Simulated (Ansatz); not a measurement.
The calculation's input:

```
crystal:
  lattice:
    - [3.2349246271, -3.2349246271, -3.2349246271]
    - [-3.2349246271, 3.2349246271, -3.2349246271]
    - [3.2349246271, 3.2349246271, 3.2349246271]
  atoms:
    - { symbol: Al, position: [0.4270462137, 0.5, -0.0729537863] }
    - { symbol: Al, position: [0.5, 0.0, 0.0] }
    - { symbol: Al, position: [0.0, 0.5, 0.0] }
    - { symbol: Al, position: [0.0, 0.0, 0.0] }
    - { symbol: Al, position: [0.5, 0.5, 0.5] }
    - { symbol: Al, position: [0.5, 0.0, 0.5] }
    - { symbol: Al, position: [0.0, 0.5, 0.5] }
    - { symbol: Al, position: [0.0, 0.0, 0.5] }
basis:
  ecutwfc: 420
kpoints:
  mp_grid: { grid: [10, 10, 10] }
hamiltonian:
  xc: pbe
  pseudopotentials: { kind: paw, azcp: { folder: soft_1 } }
scf:
  occupations: { method: gaussian, width: 0.15 }
output:
  forces: true
  stress: true
  eigenvalues: true
  write_density: true
  write_potential: true
  elf: true
  volumetric_format: npy
```

Run with:

```sh
ansatz run input.yaml --threads 4 --pin off --max-ram 8192MiB --backend cpu --events-out ev --progress --plain --runs-dir out
```

Below, planes, directions and counts refer to the conventional cell (a = 6.47 Å, b = 6.47 Å, c = 6.47 Å, α = 90.00°, β = 90.00°, γ = 90.00°).

Space group I4mm; a structure from a database of computed crystals, not necessarily the ambient phase; changed on purpose from its base cell (atom 1 (Al) moved by -0.472 A along [1 0 0] and +0.000 A along [0 1 0]); not relaxed (largest force 1.9 eV/Å); PAW files of the earlier set (soft_1).

Theory: DFT PBE, scalar-relativistic, plane waves, PAW in Ansatz.

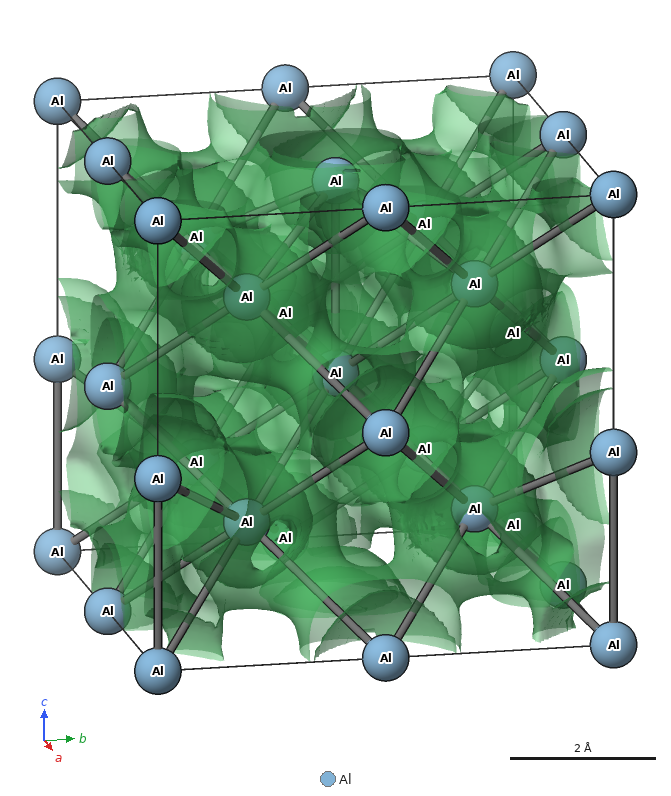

Al. Isosurface of the ELF at 0.55 (green), seen slightly off an axis. Core shells and regions of very low density are left out. Sticks mark near contacts.

In a PAW calculation such maps are meaningful between the atoms, not at the nuclei.

Where are the electrons localised?

At this value the surface marks out one network that runs through the whole crystal, counted in one cell of 16 atoms. Regions shared between cells count once. There are no localised bonds or lone pairs at this value. Profiles from the grid: Al–Al (2.56 Å): the ELF peaks at about 0.75 between the atoms. Al–Al (2.76 Å): the ELF peaks at about 0.60 between the atoms.

Does the calculation give a band gap?

It is metallic or semimetallic at this level of theory: no gap opens.
